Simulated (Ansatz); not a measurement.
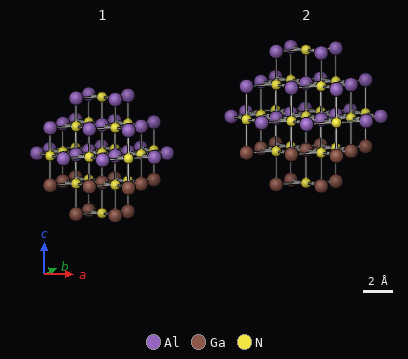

Two geometries of a crystal of Al3Ga2N5 (a generated structure, set up in I4/mmm) (coarse preliminary run), drawn at one scale. One is the start of a relaxation, the other its converged end. Style: ball-and-stick. Shown: the atoms within 5.8 Å of the atom that moves most (axes of the conventional cell (2 times the calculation's cell)), slightly off an axis. Lengths and directions refer to the drawn axes.

All numbers below come from Ansatz 0.2.0, DFT PBE, scalar-relativistic, plane waves, PAW. Settings: plane-wave cutoff 420 eV; k-point mesh 8 × 8 × 8; occupations gaussian; smearing width 0.1 eV; no spin polarisation; cell and atoms relaxed; force threshold 0.04 eV/Å; at most 70 steps.

Question: Which of the two is the end point?

Answer: Structure 1 is the relaxed one. After 7 accepted moves (9 points after the start) the energy has fallen by 8.232 eV per cell of the calculation. Largest force component: 0.41 eV/Å at the start, 0.0027 eV/Å at the end. Pressure: −38.55 GPa at the start and 0.00 GPa at the end. At 2 points the geometry stayed and the basis and grid were re-selected for the new cell (energy shift of 29.3 meV per cell of the calculation at most each time). The largest moves relative to the cell, 0.077 Å, are those of N atoms. By element the largest moves are N 0.077 Å, Al 0.066 Å, Ga 0.043 Å. The drawn cell changes as follows: a = b 3.371 → 2.933 Å (−13.0 %), c 23.833 → 20.835 Å (−12.6 %); the volume changes by −33.8 %. Among the contacts that change: Al–N 2.383 → 2.007 Å, Al–N 2.383 → 2.074 Å, Ga–N 2.383 → 2.074 Å, Ga–N 2.383 → 2.117 Å. The space group stays I4/mmm (No. 139). The run took 120 s on 4 threads of Intel(R) Xeon(R) Processor @ 2.50GHz (Skylake/Cascade Lake), with other jobs on the host, peak memory 0.67 GiB.
